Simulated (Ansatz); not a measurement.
**W: single-point calculation (part 1 of 2)**

- system: W (slab, 7 atoms in the cell)
- method: DFT, PBE, plane waves, PAW, no spin polarisation (Ansatz 0.2.0)

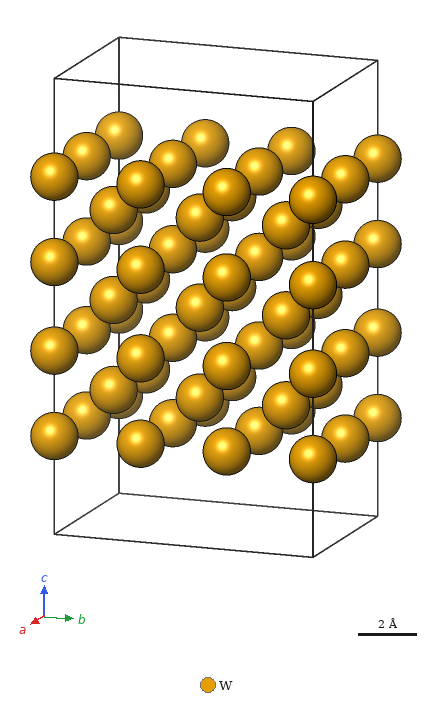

The structure as given in the input (spheres-only view of the 2 × 3 repeat of the cell, with the vacuum cut short, seen slightly off an axis).

### Input
```yaml
crystal:
  lattice:
    - [3.1834185694, 0.0, 0.0]
    - [0.0, 3.1834185694, 0.0]
    - [0.0, 0.0, 22.2362]
  atoms:
    - { symbol: W, position: [0.0, 0.0, 0.2923156783] }
    - { symbol: W, position: [0.5, 0.5, 0.355889575] }
    - { symbol: W, position: [0.0, 0.0, 0.4290572062] }
    - { symbol: W, position: [0.5, 0.5, 0.4999999995] }
    - { symbol: W, position: [0.0, 0.0, 0.5709427924] }
    - { symbol: W, position: [0.5, 0.5, 0.6441104246] }
    - { symbol: W, position: [0.0, 0.0, 0.7076843217] }
kpoints:
  mp_grid: { grid: [11, 11, 1] }
scf:
  occupations: { method: fermi_dirac, width: 0.08 }
  algorithm: density_mixing
hamiltonian:
  xc: pbe
  pseudopotentials: { kind: paw }
output:
  forces: true
  stress: true
  eigenvalues: true
  write_density: true
  write_potential: true
  elf: true
  volumetric_format: npy
efield:
  axis: 3
  amplitude: 0
  dipole_correction: true
```

Command:
```bash
ansatz run input.yaml --threads 3 --pin off --max-ram 8192MiB --backend cpu --events-out ev --progress --plain --runs-dir out
```

### What the program printed
```
Engine: ansatz 0.2.0, aarch64-unknown-linux-gnu
Pseudopotentials: kind: paw
Pseudopotential: W, paw, valence charge 14, recommended cutoff 420 eV (normal), W.paw.azcp
Functional definition: PBE
  parameter kappa = 0.804
  parameter beta = 0.06672455060314922
  exchange = pbe_x(kappa = kappa, mu = beta*pi^2/3)
  correlation = pbe_c(beta = beta)
Crystal: 7 atoms, lattice volume = 225.345 Å³
Basis set: ecut = 420 eV, 4419 PW (Γ), exchange–correlation on 48×48×300 points (8 copies of the dense FFT grid, shifted against one another)
Bands: 59, of which v1, the nominal top of the filled ones, is band 49 counted from 1 (48 counted from 0)
Symmetry: 8 space group operations
k-points: 21 of 121
Non-local potential: W, projectors of the file, l = 0: 3, l = 1: 2, l = 2: 2, l = 3: 1
PAW form: soft (Blöchl's): semilocal exchange-correlation on the pseudo side does not see the compensation charge
PAW one-centre angular grid: W, 590 points (default); XC on 64 Gauss nodes
Initial density: superposition of atomic densities (neutral atoms: chi_scale 0, normalization atom), corrected by the library's trained network
Initial wavefunctions: pseudopotential atomic-orbital guess
Functional: x = pbe(κ = 0.804, μ = 0.2195149727645171), c = pbe(β = 0.06672455060314922)
SCF iter   1: F=—  HF=-72688.827402 eV  |F-HF|=—  |Δ(HF+E_count)|=         —  Δρ=7.03e-3  dr2=8.79e-1  ethr=1.77e-3  p=-0.000 e·Å  D=-1.24e-10 V/Å  ΔV_dip=0.00 eV  dr2_dipole=1.74e-8  V_vac-E_F(+/−)=4.35/4.35 eV  ⟨swp⟩=8.0  Hψ=5574  notcnv=0
efield: sawtooth ramp at fractional position 0.9500 (placed from the atoms, in the widest stretch of the axis that holds none; the zero of the levels goes with the place), width 0.1000; the density the first Hamiltonian is built on has a dipole p = -0.000 e·Å; the dipole correction subtracts the counter field D = -1.24e-10 V/Å, which shifts the + side's vacuum level by +0.00 eV against the − side's; the planar-averaged density in the ramp window peaks in size at 1.2e-4 e/Å³
preconditioner: auto → LDOS  [metal: Δε(μ)=0.096 eV  Ē_g=4.597 eV  σ=0.080 eV  W_gap=0.28  n_scr=52 (ndim 8)  ℏωp=16.0 eV  f_vac=0.428  D(μ)=5.31/eV (n_scr^D=34)  β→1.0]
SCF iter   2: F=—  HF=-72688.822059 eV  |F-HF|=—  |Δ(HF+E_count)|=   5.34e-3  Δρ=8.03e-3  dr2=4.81e-1  ethr=8.97e-4  p=0.000 e·Å  D=7.10e-6 V/Å  ΔV_dip=-0.00 eV  dr2_dipole=1.33e-7  V_vac-E_F(+/−)=4.09/4.10 eV  ⟨swp⟩=3.0  Hψ=2056  notcnv=0  defer=3
SCF iter   3: F=—  HF=-72688.781191 eV  |F-HF|=—  |Δ(HF+E_count)|=   4.09e-2  Δρ=2.67e-3  dr2=5.13e-2  ethr=4.90e-4  p=0.000 e·Å  D=5.39e-6 V/Å  ΔV_dip=-0.00 eV  dr2_dipole=2.76e-9  V_vac-E_F(+/−)=4.14/4.14 eV  ⟨swp⟩=2.7  Hψ=1916  notcnv=0  defer=3
SCF iter   4: F=—  HF=-72688.776820 eV  |F-HF|=—  |Δ(HF+E_count)|=   4.37e-3  Δρ=4.81e-4  dr2=9.22e-4  ethr=5.24e-5  p=0.000 e·Å  D=3.07e-6 V/Å  ΔV_dip=-0.00 eV  dr2_dipole=7.12e-11  V_vac-E_F(+/−)=4.12/4.12 eV  ⟨swp⟩=2.2  Hψ=1652  notcnv=0  defer=3
SCF iter   5: F=—  HF=-72688.776907 eV  |F-HF|=—  |Δ(HF+E_count)|=   8.62e-5  Δρ=2.30e-4  dr2=2.59e-4  ethr=9.41e-7  p=0.000 e·Å  D=1.75e-6 V/Å  ΔV_dip=-0.00 eV  dr2_dipole=1.67e-10  V_vac-E_F(+/−)=4.10/4.10 eV  ⟨swp⟩=3.0  Hψ=2039  notcnv=0  defer=3
SCF iter   6: F=—  HF=-72688.776954 eV  |F-HF|=—  |Δ(HF+E_count)|=   4.72e-5  Δρ=8.03e-5  dr2=2.91e-5  ethr=2.65e-7  p=0.000 e·Å  D=6.53e-7 V/Å  ΔV_dip=-0.00 eV  dr2_dipole=6.57e-10  V_vac-E_F(+/−)=4.10/4.10 eV  ⟨swp⟩=2.0  Hψ=1674  notcnv=0  defer=3
SCF iter   7: F=—  HF=-72688.777066 eV  |F-HF|=—  |Δ(HF+E_count)|=   1.13e-4  Δρ=2.43e-5  dr2=1.06e-6  ethr=2.97e-8  p=0.000 e·Å  D=2.11e-7 V/Å  ΔV_dip=-0.00 eV  dr2_dipole=9.97e-11  V_vac-E_F(+/−)=4.10/4.10 eV  ⟨swp⟩=2.4  Hψ=1814  notcnv=0  defer=1
SCF iter   8: F=—  HF=-72688.777068 eV  |F-HF|=—  |Δ(HF+E_count)|=   1.84e-6  Δρ=7.75e-6  dr2=2.79e-7  ethr=1.08e-9  p=0.000 e·Å  D=4.47e-8 V/Å  ΔV_dip=-0.00 eV  dr2_dipole=2.29e-12  V_vac-E_F(+/−)=4.10/4.10 eV  ⟨swp⟩=3.6  Hψ=2623  notcnv=0  defer=1
SCF iter   9: F=-72688.777068 eV  HF=-72688.777068 eV  |F-HF|=1.06e-8  |Δ(HF+E_count)|=   6.01e-8  Δρ=2.15e-6  dr2=2.15e-8  ethr=1.02e-10  p=-0.000 e·Å  D=-1.89e-8 V/Å  ΔV_dip=0.00 eV  dr2_dipole=4.14e-13  V_vac-E_F(+/−)=4.10/4.10 eV  ⟨swp⟩=16.4  Hψ=10808  notcnv=0
WARN: efield: at this solve's end the planar-averaged density reaches 6.84e-5 e/Å³ inside the ramp window [0.9050, 0.0950] (bound 1e-5 e/Å³); the window's nearer edge stands 4.39 Å from this solve's nearest atom along the axis. Its work functions, free energy, forces, stress, dipole, levels and responses can be off, and this figure does not tell by how much. A short vacuum, a low `basis.ecutwfc` or `basis.ecutrho_ratio` and negative occupations (`scf.occupations.method`) can put density there. See the manual's quickstart, § The vacuum guard
SCF 1 converged in 9 iterations: F = -72688.777068 eV  dr2 = 2.15e-8
  greatest PAW one-centre occupation: 1.000 electrons in one spin orbital (limit 2), on the W atom at site 1 (counted from 0), in its partial waves of l = 0
```

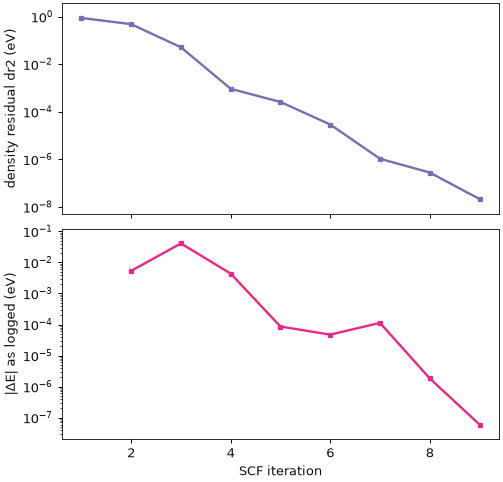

Convergence of the self-consistent field: density residual dr2 and size of the energy change against the SCF iteration. The residual falls at every step.

```
WARN: The output density's exchange-correlation potential varies sharply where the density is thin. Do not read a vacuum level from v_tot or v_xc, or from such a field of the output density. On a cell that repeats whose density bears no net charge and no dipole along the vacuum's axis use v_es (v_loc + v_h of the components); under efield.dipole_correction with no amplitude use v_es + v_field, which holds any external_charges[].barrier, or the levels of the report's work_function block, which leave it out; under a non-zero efield.amplitude the vacuum is tilted and has no level; on a cell that repeats and bears such a dipole with no correction it is tilted too, and efield.dipole_correction with no amplitude gives each side of its ramp a level where efield: is served; in a cell that repeats whose density bears a net charge (total_charge, or a fill off its count) it is curved and has none; of a slab under crystal.periodic whose density bears no net charge use v_es, which has a level on each side, short of where the two are joined; of another it falls or rises all the way out and has none; of a slab beside external_charges read slab_vacuum_level instead, which it has where they leave it neutral. The grid or the basis barely resolves most such structure, and the values can differ between equally converged runs; as a rule a tighter scf.convergence.dr2_threshold does not remove it. Where the density itself ripples (under the LDA too) a higher basis.ecutwfc lessens it. The files hold the spikes' plane waves up to the density's cutoff. Files: v_tot_of_output_density and the like, and their columns of v_z.tsv (output.write_potential); v_xc_of_output_density and the like, and their columns of v_comp_z.tsv (output.write_potential_components). Measured: with its Gaussian average of σ = 0.25 Å subtracted twice, the exchange-correlation potential is over 0.1 eV at 1728 of the grid points where the equally averaged density (valence and model cores) is under 1e-3 e/Å³, and 0.714 eV at the most among them, at an averaged density of 1.5e-6 e/Å³. The input density's (outcome.potential() and, of a run that writes arrays, v_tot and v_xc) is over 0.1 eV, so measured, at 1122 points of its own thin density, 0.831 eV at the most. See output.write_potential in the manual, Limitations
SCF converged after 9 iterations
Free energy (F): -72688.777068 eV
Harris-Foulkes:  -72688.777068 eV  (|F-HF|=1.06e-8)
Internal energy: -72688.660517 eV  (E = F + TS)
E sigma→0 (E₀):  -72688.718793 eV
Entropy (-TS):   -0.116551 eV (-16.650 meV/atom)
Fermi energy:    9.093355 eV
Dipole field:    D = 0.000001 V/Å  (p = 0.000001 e·Å, saw-weighted, corrected)
Work function:   Φ+ = 4.1026 eV   Φ− = 4.1030 eV
Levels:          The Fermi level and band energies are counted from a zero that moves with the ramp; work functions are not
Vacuum region:   at the solve's end the planar-averaged density reaches 6.84e-5 e/Å³ inside the ramp window [0.9050, 0.0950] (bound 1e-5 e/Å³)
--- Per-component energies (eV) ---
  E_band       = -1868.301134
  E_kinetic    = 3140.651465
  E_local      = -86949.462467  (includes V_loc(G=0)·N_el)
  E_nonlocal   = 9.280323
  E_hartree    = 42234.628622
  E_xc         = -1861.955917
  E_vxc        = -1662.820952  (∫ρ·V_xc dr)
  E_paw        = -59938.024416  (= ΣΔE_a)
  E_vpaw       = -875.236940  (= ΣTr[D̂ρ^β])
  E_aug_tail   = -0.000413  (compensation charges beyond the density's cutoff)
  E_efield     = 0.000000  (sawtooth field / dipole correction)
  E_vefield    = 0.000000  (∫n·V_field dr)
  E_ewald      = 30676.222287
  E_smearing   = -0.116551  (= −TS)
  E_closure    = -0.000000  (closes the sum)
  Σ components = -72688.777068   (vs F -72688.777068, Δ=0.00e0)
--- Forces (eV/Å), atoms counted from 1 ---
  atom   1  W     -0.00000000     0.00000000     0.00157058
  atom   2  W      0.00000000     0.00000000    -0.00364660
  atom   3  W     -0.00000000     0.00000000     0.00118263
  atom   4  W     -0.00000000     0.00000000     0.00000050
  atom   5  W     -0.00000000     0.00000000    -0.00118351
  atom   6  W      0.00000000     0.00000000     0.00364701
  atom   7  W      0.00000000     0.00000000    -0.00157012
  max |Σ_I F_I| component: 4.82e-7 eV/Å
--- Stress (GPa, compression-positive) ---
       -2.499834       0.000000      -0.000000
        0.000000      -2.499834       0.000000
       -0.000000       0.000000       0.003788
  P = ⅓ Tr σ = -1.6653 GPa (-16.653 kbar)
--- Band table (eV; the first three rows and the last of 21) ---
  k-point 0: bands = ["-64.9416", "-64.9117", "-64.7286", "-64.7239", "-64.6732", "-64.5551", "-64.5549", "-29.4061", "-29.3754", "-29.3754", "-29.3579", "-29.2652", "-29.2652", "-29.2127", "-29.1790", "-29.0848", "-29.0848", "-28.9508", "-28.9508", "-28.9005", "-28.6586", "-28.6519", "-28.6519", "-28.5447", "-28.4482", "-28.4482", "-28.4349", "-28.4349", "0.0306", "1.1027", "2.6520", "3.6088", "3.8087", "4.1052", "4.1370", "4.7502", "5.0872", "5.1462", "6.6388", "7.9741", "7.9741", "8.0505", "8.0972", "8.0972", "8.4361", "8.5412", "8.5412", "8.5843", "8.8285", "8.8744", "9.0439", "9.0439", "9.2798", "10.0586", "10.0586", "10.1760", "10.6641", "11.1591", "11.5703"]
```
